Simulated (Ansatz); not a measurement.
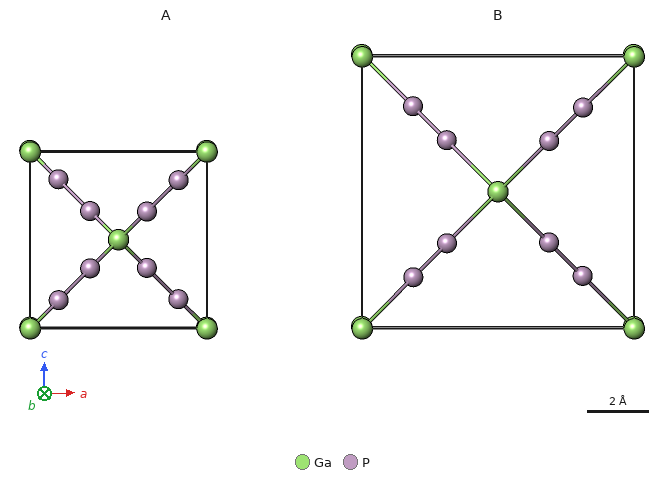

Two geometries of crystalline GaP4 (a generated structure, set up in Pn-3m) (coarse preliminary run), drawn at one scale. One is the start of a relaxation, the other its converged end. Style: ball-and-stick. Shown: the cell of the calculation, from a free direction.

Computed with DFT PBE, scalar-relativistic, plane waves, PAW (Ansatz 0.2.0). Set-up: plane-wave cutoff 420 eV; k-point mesh 4 × 4 × 4; occupations gaussian; smearing width 0.1 eV; no spin polarisation; cell and atoms relaxed; force threshold 0.04 eV/Å; at most 70 steps.

Which geometry has the lower energy?

Structure B is the relaxed one. The largest moves relative to the cell, 0.43 Å, are those of P atoms. Ga stays in place. The drawn cell changes as follows: a = b = c 5.853 → 9.004 Å (+53.8 %); the volume changes by +264.1 %. Near-neighbour distances that change, for instance: P–P 2.661 → 4.788 Å, Ga–P 1.630 → 2.932 Å, P–P 1.809 → 1.933 Å. The space group stays Pn-3m (No. 224). The energy falls by 5628 meV per atom in 18 accepted moves (22 points after the start). The largest force component goes from 14 to 0.034 eV/Å. Pressure: 120.74 GPa at the start and 0.07 GPa at the end. The line search rejected the trial step at point 16 of the run. The SCF was repeated 3 times at an unchanged geometry on a basis and grid sized afresh for the cell, which shifted the energy by 218 meV per atom at most. Cost: 11 min on 1 thread of Intel(R) Xeon(R) Processor @ 2.50GHz (Skylake/Cascade Lake) (shared host), peak memory 0.9 GiB.
